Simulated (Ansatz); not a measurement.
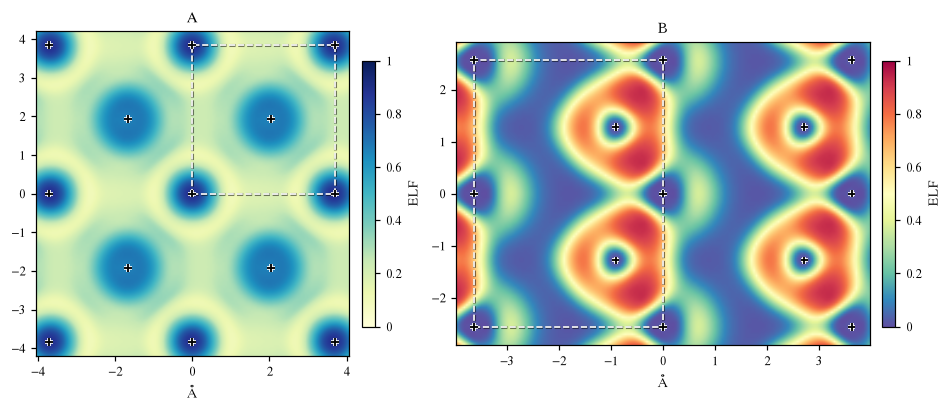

The ELF of 2 systems, each on a plane through atoms (crosses mark nuclei in the plane).

Level of theory: DFT PBE, scalar-relativistic, plane waves, PAW in Ansatz 0.2.0.

System 1: FePt, the (11̄0) plane of the conventional cell. Space group P4mm; changed on purpose from its base cell (all Pt atoms moved +0.188 Å, as atom 2 along Cartesian [0 0 1]); not relaxed (largest force 1.8 eV/Å); computed pressure about 9 GPa in this cell; spin-polarised.

```
Fe Pt
1.0
     2.72165    0.00000    0.00000
     0.00000    2.72165    0.00000
     0.00000    0.00000    3.70000
Fe Pt
1 1
Cartesian
  1.3608 1.3608 1.8500
  0.0000 0.0000 0.1875
```

System 2: BN, the (101) plane of the conventional cell. Space group F-43m; a structure from a database of computed crystals, not necessarily the ambient phase.

**Which map belongs to which system?**

Panel A is system 1, FePt: the plane holds Fe and Pt. Fe–Pt (2.54 Å): the ELF is about 0.30 at the midpoint. Panel B is system 2, BN: the plane holds B and N. B–N (1.57 Å): the ELF peaks at about 0.95 between the atoms, as expected for a polar covalent bond.
